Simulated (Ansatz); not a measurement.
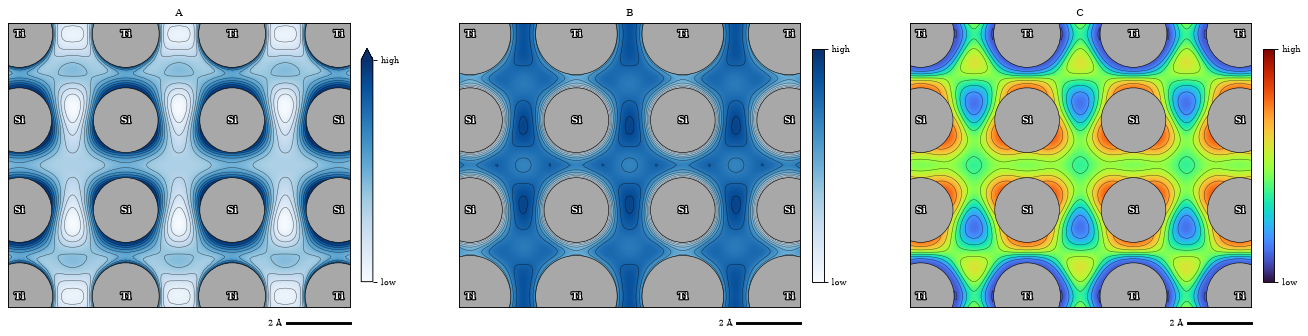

TiSi2: 3 fields on the (100) plane of the conventional cell, with unlabelled colour scales. Grey discs cover the atomic cores.

Space group Immm; a structure from a database of computed crystals, not necessarily the ambient phase; computed without spin polarisation.

All numbers below come from DFT r2SCAN, scalar-relativistic, plane waves, PAW (Ansatz).

Q: Which field does each panel show? The fields are: electron localisation function, electrostatic potential energy of an electron and valence pseudo-density.

A: Panel A: valence pseudo-density. Panel B: electrostatic potential energy of an electron (low next to the atoms, rising into the space between them). Panel C: electron localisation function. From the grid: Ti–Si (2.75 Å): ρ is about 0.28 e/Å³ halfway; the ELF peaks at about 0.75 in the valence shell of Si, 0.9 Å from its nucleus, and is about 0.45 at the midpoint.
